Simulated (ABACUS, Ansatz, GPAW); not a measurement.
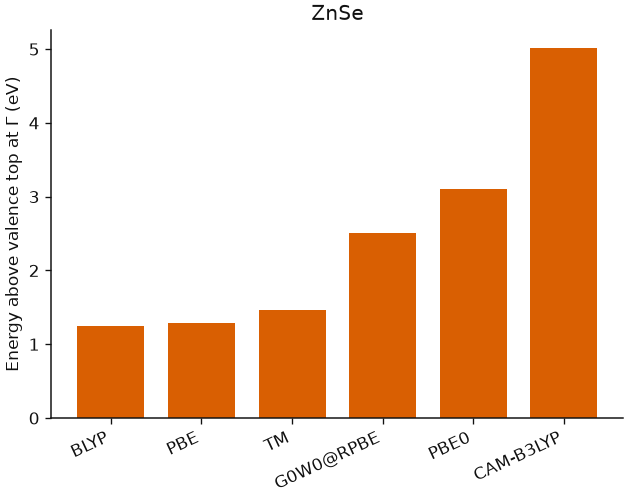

Lowest conduction level at Γ, counted from the valence-band top at Γ, by several methods on one cell of zincblende ZnSe, space group F-43m (No. 216), 2 atoms in the primitive cell; cubic a = 5.668 Å. All runs are without spin-orbit coupling and carry no moments.

Question: How do the methods rank at Γ?

Answer: From low to high: BLYP 1.25, PBE 1.29, TM 1.47, G0W0@RPBE 2.51, PBE0 3.10, CAM-B3LYP 5.01 eV. Too close to rank are BLYP against PBE (different potentials, meshes and cutoffs).

| method | program | Γ (eV) |
| --- | --- | --- |
| BLYP | Ansatz | 1.25 |
| PBE | Ansatz | 1.29 |
| TM | ABACUS | 1.47 |
| G0W0@RPBE | GPAW | 2.51 |
| PBE0 | Ansatz | 3.10 |
| CAM-B3LYP | Ansatz | 5.01 |

Settings. BLYP: JTH PAW, 8×8×8 k mesh, 1080 eV cutoff, Fermi-Dirac smearing of 0.1 eV (Ansatz). PBE: Ansatz PAW, 14×14×14 k mesh, 420 eV cutoff, Fermi-Dirac smearing of 0.05 eV (Ansatz 0.2.0). TM: SG15 ONCV 1.2 PBE, 5×5×5 k mesh, 1374 eV cutoff, Fermi-Dirac smearing of 0.05 eV (ABACUS). G0W0@RPBE: RPBE, the program's PAW data sets (release 1.2.1) made for this functional, 4×4×4 k mesh, 400 eV cutoff, Fermi-Dirac smearing of 0.001 eV (GPAW 26.7.0), G0W0 with response cutoff 150 eV, frequency model full frequency and response bands 189. PBE0: Ansatz PAW, 4×4×4 k mesh, 420 eV cutoff, Fermi-Dirac smearing of 0.05 eV (Ansatz). CAM-B3LYP: Ansatz PAW, 4×4×4 k mesh, 420 eV cutoff, Fermi-Dirac smearing of 0.05 eV (Ansatz).

These are six of the 45 methods that were run on this cell. The runs come from different programs and meshes, which adds differences of its own. Spin-orbit coupling is left out, which matters for Se. BLYP, PBE0 and CAM-B3LYP: the PAW data sets were made with another functional. LDA, GGA and most meta-GGA functionals understate gaps. PBE0 and CAM-B3LYP: the k mesh is coarse, so the values aren't converged, least of all with exact exchange. TM: the potentials were made for another functional. G0W0@RPBE: the k mesh is coarse, so the values aren't converged. G0W0@RPBE: the quasiparticle gap is taken among the few k points that were corrected. G0W0@RPBE: the long-wavelength limit can be off by several per cent where d states take part. The GW values are at finite bands, cutoffs and mesh, short of the basis limit.
